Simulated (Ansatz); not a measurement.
**AgO₃: density, localisation and related maps**

The calculation's input:

```
crystal:
  lattice:
    - [3.5434499347, 0.0, 0.0]
    - [0.0, 3.5434499347, 0.0]
    - [0.0, 0.0, 3.5434499347]
  atoms:
    - { symbol: Ag, position: [0.0, 0.0, 0.0], spin: 0.57 }
    - { symbol: O, position: [0.0, 0.5, 0.5], spin: 1.65 }
    - { symbol: O, position: [0.5, 0.0, 0.5], spin: 1.65 }
    - { symbol: O, position: [0.5, 0.5, 0.0], spin: 1.65 }
basis:
  ecutwfc: 420
kpoints:
  mp_grid: { grid: [14, 14, 14] }
hamiltonian:
  xc: pbe
scf:
  occupations: { method: gaussian, width: 0.1 }
output:
  forces: true
  stress: true
  eigenvalues: true
  populations: true
  write_density: true
  write_potential: true
  elf: true
  volumetric_format: npy
magnetization:
  spin_polarized: true
relax:
  adjacent_minimum: "off"
  f_tol: 0.01
  max_steps: 80
  cell: { stress_tol: 0.05 }
```

Launched as:

```sh
ansatz run input.yaml --threads 1 --pin off --max-ram 2048MiB --backend cpu --events-out ev --progress --plain --runs-dir out
```

Below, planes, directions and counts refer to the conventional cell (a = 3.54 Å, b = 3.54 Å, c = 3.54 Å, α = 90.00°, β = 90.00°, γ = 90.00°).

The fields are those of the relaxed geometry.

Space group Pm-3m; a structure generated by program, which may or may not match a known phase; spin-polarised.

Computed with DFT PBE, scalar-relativistic, plane waves, PAW in Ansatz.

The density is the valence pseudo-density of a PAW calculation; it isn't the true density close to the nuclei.

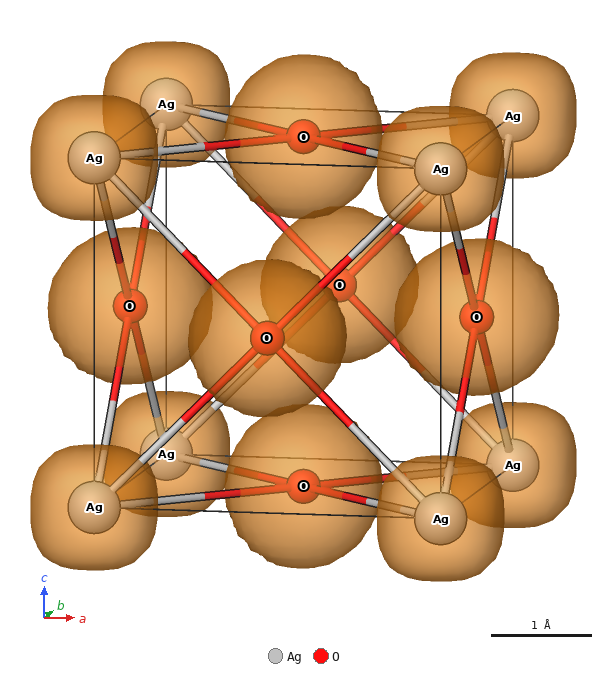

Figure 1. Isosurface of the spin density (up minus down) at +0.15 e/Å³ (orange), seen slightly off an axis. Sticks mark near contacts.

**Describe the spin distribution.**

The spin density sits on Ag: +0.5 μB; O: +1.5 μB (×3) in one cell of 4 atoms: parallel main moments (a ferromagnetic arrangement) in this solution. The cell of the calculation (4 atoms) carries 5.0 μB of net spin moment.

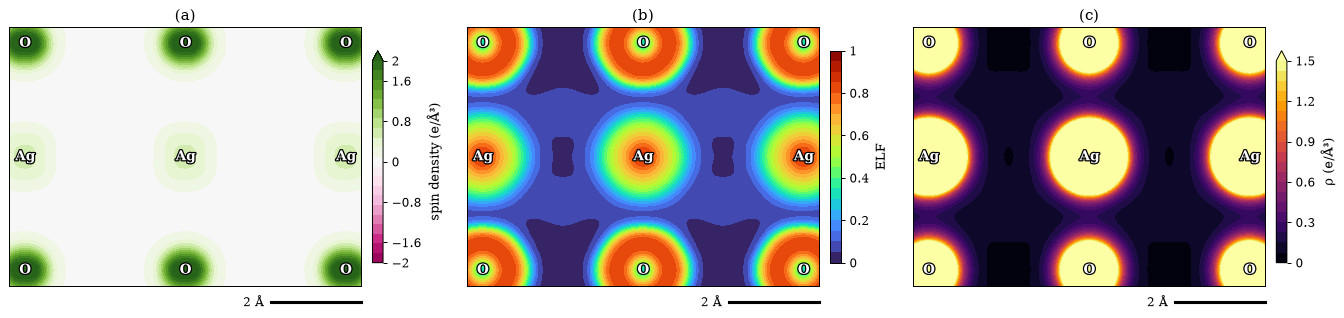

Figure 2. (a) magnetisation density (up minus down); (b) electron localisation function; (c) valence pseudo-density on the (101) plane of the conventional cell.

**Read the bonding off the picture.**

- The plane passes through Ag and O nuclei.
- Ag–O (2.51 Å): ρ is about 0.25 e/Å³ halfway; the ELF is about 0.10 at the midpoint (no localised pair shows between them).
- Between the atoms the lowest density in this plane is 0.04 e/Å³.
- The features right at Ag lie inside the PAW spheres, where the map follows smoothed inner orbitals and isn't to be read closely.

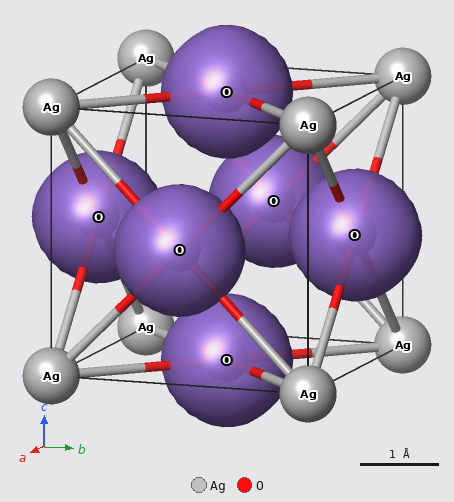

Figure 3. Isosurface of the ELF at 0.65 (purple), seen slightly off an axis. Core shells and regions of very low density are left out. Sticks mark near contacts.

**Identify the bonds, lone pairs and shells in this picture.**

The surface consists of three regions wrapped around O (the valence shell of each), counted in one cell of 4 atoms. Regions shared between cells count once.

**Does the calculation give a band gap?**

It is metallic or semimetallic at this level of theory: no gap opens.
